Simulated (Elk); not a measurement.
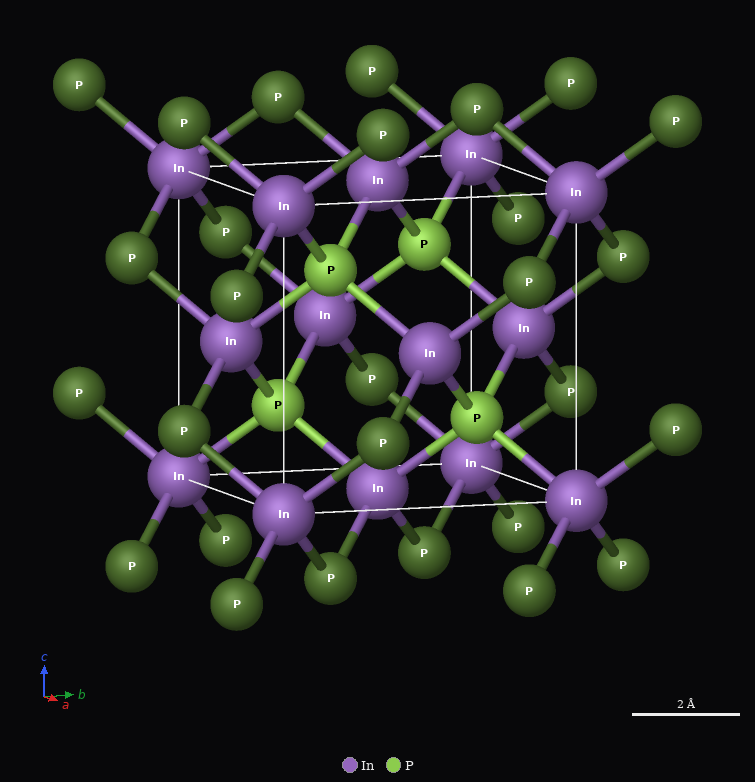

**Figure 1.** The structure as given in the input (ball-and-stick view of the cell 4 times as large as that of the calculation, set on its symmetry axes, seen slightly off an axis; neighbours outside the cell are drawn fainter). Near neighbours in the crystal (not all of them lie inside the picture): In has 4 P at 2.54 Å; P has 4 In at 2.54 Å.

**InP: single-point calculation (part 1 of 2)**

InP (2 atoms in the cell), computed with DFT, TB-mBJ exchange potential with LDA correlation, all-electron APW+lo, Dirac cores, scalar-relativistic bands, no spin polarisation (Elk 11.2.3 (patched build)).

The structure derives from an entry of the Crystallography Open Database. The run did not end well. It belongs to a series of runs on one base structure; here: TB-mBJ exchange potential.

## Input file (elk.in)
```
tasks
  0
  21
  10

xctype
  100 208 12

rgkmax
  8.0

gmaxvr
  16.0

lmaxapw
  10

lmaxo
  7

lmaxi
  3

nrmtscf
  2.0

nempty
  8

epspot
  1e-06

epsengy
  0.001

maxscl
  150

hmaxvr
  6.0

lradstp
  4

swidth
  0.003

tforce
  .false.

sppath
  './'

avec
  0.00000000000 5.53784240822 5.53784240822
  5.53784240822 0.00000000000 5.53784240822
  5.53784240822 5.53784240822 0.00000000000

atoms
  2
  'In.in'
  1
  0.000000000000 0.000000000000 0.000000000000   0.000 0.000 0.000
  'P.in'
  1
  0.750000000000 0.750000000000 0.750000000000   0.000 0.000 0.000

ngridk
  10 10 10

wplot
  120 100 1
  -0.55 0.3

plot1d
  8 30
  0.0000000000 0.0000000000 0.0000000000
  -0.5000000000 -0.5000000000 0.0000000000
  -0.3750000000 -0.3750000000 0.2500000000
  -0.3750000000 0.0000000000 0.3750000000
  0.0000000000 0.0000000000 0.0000000000
  -0.0000000000 -0.0000000000 0.5000000000
  -0.5000000000 -0.2500000000 0.2500000000
  -0.5000000000 -0.5000000000 0.0000000000
```

## Species file In.in
```
 'In'                                       : spsymb
 'indium'                                   : spname
  -49.0000                                  : spzn
   209300.4102                              : spmass
  0.285714E-06    2.3900    54.7600    600    : rminsp, rmt, rmaxsp, nrmt
  16                                        : nstsp
   1   0   1   2.00000  T                   : nsp, lsp, ksp, occsp, spcore
   2   0   1   2.00000  T
   2   1   1   2.00000  T
   2   1   2   4.00000  T
   3   0   1   2.00000  T
   3   1   1   2.00000  T
   3   1   2   4.00000  T
   3   2   2   4.00000  T
   3   2   3   6.00000  T
   4   0   1   2.00000  T
   4   1   1   2.00000  F
   4   1   2   4.00000  F
   4   2   2   4.00000  F
   4   2   3   6.00000  F
   5   0   1   2.00000  F
   5   1   1   1.00000  F
   1                                        : apword
    0.1500   0  F                           : apwe0, apwdm, apwve
   0                                        : nlx
   5                                        : nlorb
   0   2                                    : lorbl, lorbord
    0.1500   0  F                           : lorbe0, lorbdm, lorbve
    0.1500   1  F
   1   2                                    : lorbl, lorbord
    0.1500   0  F                           : lorbe0, lorbdm, lorbve
    0.1500   1  F
   2   2                                    : lorbl, lorbord
    0.1500   0  F                           : lorbe0, lorbdm, lorbve
    0.1500   1  F
   1   2                                    : lorbl, lorbord
    0.1500   0  F                           : lorbe0, lorbdm, lorbve
   -2.7840   0  T
   2   2                                    : lorbl, lorbord
    0.1500   0  F                           : lorbe0, lorbdm, lorbve
   -0.6687   0  T
```

## Species file P.in
```
 'P'                                        : spsymb
 'phosphorus'                               : spname
  -15.0000                                  : spzn
   56461.71230                              : spmass
  0.516398E-06    2.0200    39.7177    400    : rminsp, rmt, rmaxsp, nrmt
   7                                        : nstsp
   1   0   1   2.00000  T                   : nsp, lsp, ksp, occsp, spcore
   2   0   1   2.00000  T
   2   1   1   2.00000  T
   2   1   2   4.00000  T
   3   0   1   2.00000  F
   3   1   1   1.00000  F
   3   1   2   2.00000  F
   1                                        : apword
    0.1500   0  F                           : apwe0, apwdm, apwve
   0                                        : nlx
   3                                        : nlorb
   0   2                                    : lorbl, lorbord
    0.1500   0  F                           : lorbe0, lorbdm, lorbve
    0.1500   1  F
   1   2                                    : lorbl, lorbord
    0.1500   0  F                           : lorbe0, lorbdm, lorbve
    0.1500   1  F
   0   2                                    : lorbl, lorbord
    0.1500   0  F                           : lorbe0, lorbdm, lorbve
   -0.5151   0  T
```

Run as:
```bash
OMP_NUM_THREADS=1 elk
```

## Standard output
```
┌─────────────────────────────────┐
│ Elk code version 11.2.3 started │
└─────────────────────────────────┘

┌──────────────────┐
│ Current task : 0 │
└──────────────────┘

Warning(gndstate): failed to reach self-consistency after 150 loops

Warning(gndstate): core states of species 1 leak from the muffin-tin :   0.3985845776E-03

Warning(gndstate): core states of species 2 leak from the muffin-tin :   0.8102059122E-03

┌───────────────────┐
│ Current task : 21 │
└───────────────────┘

Info(bandstr):
 Band structure plot written to BAND_Sss_Aaaaa.OUT
 for all species and atoms

 Columns in the file are :
  distance, eigenvalue, total atomic character, l character (l = 0...3)

 Fermi energy is at zero in plot

 Vertex location lines written to BANDLINES.OUT

┌───────────────────┐
│ Current task : 10 │
└───────────────────┘

Info(writedos):
 Total density of states written to TDOS.OUT

 Partial density of states written to PDOS_Sss_Aaaaa.OUT
 for all species and atoms

 Spin-quantisation axis :    0.000000000       0.000000000       1.000000000

 Eigenvalues of a random matrix symmetrised with the site
 symmetries in the Yₗₘ basis written to ELMIREP.OUT for all
 species and atoms. Degenerate eigenvalues correspond to
 irreducible representations of each site symmetry group

 Interstitial density of states written to IDOS.OUT

 Fermi energy is at zero in plots

 DOS units are states/Hartree/unit cell

┌──────────────────┐
│ Elk code stopped │
└──────────────────┘
```

## INFO.OUT (set-up, first and last loops)
```
┌─────────────────────────┐
│ Elk code version 11.2.3 │
└─────────────────────────┘

All units are atomic (Hartree, Bohr, etc.)

┌─────────────────────────────────────────────────┐
│ Ground-state run starting from atomic densities │
└─────────────────────────────────────────────────┘

Lattice vectors :
   0.000000000       5.537842408       5.537842408
   5.537842408       0.000000000       5.537842408
   5.537842408       5.537842408       0.000000000

Reciprocal lattice vectors :
 -0.5672954234      0.5672954234      0.5672954234
  0.5672954234     -0.5672954234      0.5672954234
  0.5672954234      0.5672954234     -0.5672954234

Unit cell volume      :    339.6657631
Brillouin zone volume :   0.7302773503

Muffin-tin inner radius fraction :   0.1000000000E-01

Nuclei treated as point charges

Species : 1 (In)
 parameters loaded from : In.in
 name : indium
 nuclear charge    :   -49.00000000
 electronic charge :    49.00000000
 atomic mass :    209300.4102
 muffin-tin radius :    2.390000000
 number of radial points in muffin-tin :   1197
 inner part over the whole radius :   0.9881329638E-02
 number on inner part of muffin-tin    :    865
 approximate nuclear radius :   0.8768807633E-04
 number of mesh points to nuclear radius :    463
 atomic positions (lattice), magnetic fields (Cartesian) :
  1 :   0.00000000  0.00000000  0.00000000    0.00000000  0.00000000  0.00000000

Species : 2 (P)
 parameters loaded from : P.in
 name : phosphorus
 nuclear charge    :   -15.00000000
 electronic charge :    15.00000000
 atomic mass :    56461.71230
 muffin-tin radius :    2.020000000
 number of radial points in muffin-tin :    797
 inner part over the whole radius :   0.9791951877E-02
 number on inner part of muffin-tin    :    565
 approximate nuclear radius :   0.6081821256E-04
 number of mesh points to nuclear radius :    275
 atomic positions (lattice), magnetic fields (Cartesian) :
  1 :   0.75000000  0.75000000  0.75000000    0.00000000  0.00000000  0.00000000

Total number of atoms per unit cell :    2
Total muffin-tin volume :    91.71074248
 ratio of muffin-tin to unit cell volume :   0.2700029042

Spin treatment :
 spin-unpolarised

Number of Bravais lattice symmetries :   48
Number of crystal symmetries         :   24
Crystal has no inversion symmetry
Complex Hermitian eigensolver will be used

k-point grid :     10    10    10
k-point offset :    0.000000000       0.000000000       0.000000000
k-point set is reduced with full crystal symmetry group
Total number of k-points :       73

Muffin-tin radius times maximum |G+k| :    8.000000000
 using average radius
Maximum |G+k| for APW functions       :    3.628117914
Maximum (1/2)|G+k|²                   :    6.581619798
Maximum |G| for potential and density :    16.00000000
Constant for pseudocharge density :   10
 order of it for each species :   17  17
 order of it for pair densities of each species (exact exchange by exxq0 0: 18) :   15  11
Radial integration step length :    4

G-vector grid sizes :     40    40    40
Number of G-vectors :    23505

Maximum angular momentum used for
 APW functions            :   10
 outer part of muffin-tin :    7
 inner part of muffin-tin :    3

Total nuclear charge    :   -64.00000000
Total core charge       :    40.00000000
Total valence charge    :    24.00000000
Total excess charge     :    0.000000000
Total electronic charge :    64.00000000

Effective Wigner radius, rₛ :    1.082084219

Number of empty states         :     16
Total number of valence states :     29
Total number of core states    :     40

Third-order local-orbitals added for an l without core states : T
Total number of local-orbitals :     22

Using Libxc version 7.0.0
Exchange-correlation functional :    100   208    12
 mgga_x_tb09; lda_c_pw
 gradient requirement :    6
 meta-GGA
 potential-only functional

Smearing type :    3
 Fermi-Dirac
Smearing width :   0.3000000000E-02
Effective electronic temperature (K) :    947.3250744

Mixing type :    3
 Broyden mixing, J. Phys. A: Math. Gen. 17, L317 (1984)

Kohn-Sham potential initialised from atomic data

┌──────────────────────────────┐
│ Self-consistent loop started │
└──────────────────────────────┘

┌─────────────────┐
│ Loop number : 1 │
└─────────────────┘

Energies :
 Fermi                       :    -0.37878777577295
 sum of occupied eigenvalues :     -3933.6920439153
 electron kinetic            :      6728.1796815023
 core electron kinetic       :      6449.0709841212
 Coulomb                     :     -12762.307778463
 Coulomb potential           :     -10081.473818952
 nuclear-nuclear             :     -596.74385384551
 electron-nuclear            :     -14258.639517175
 Hartree                     :      2093.0755925575
 Madelung                    :     -7721.5708689874
 xc potential                :     -580.39790646602
 exchange                    :      0.0000000000000
 correlation                 :      0.0000000000000
 electron entropic           :    -0.71950506832837E-04
 total energy                :     -6034.1281689114

Density of states at Fermi energy :    1.586105731
 (states/Hartree/unit cell)

Estimated indirect band gap :   0.1556025851E-01
 from k-point 1 to k-point 10
Estimated direct band gap   :   0.1728748546E-01
 at k-point 10
```
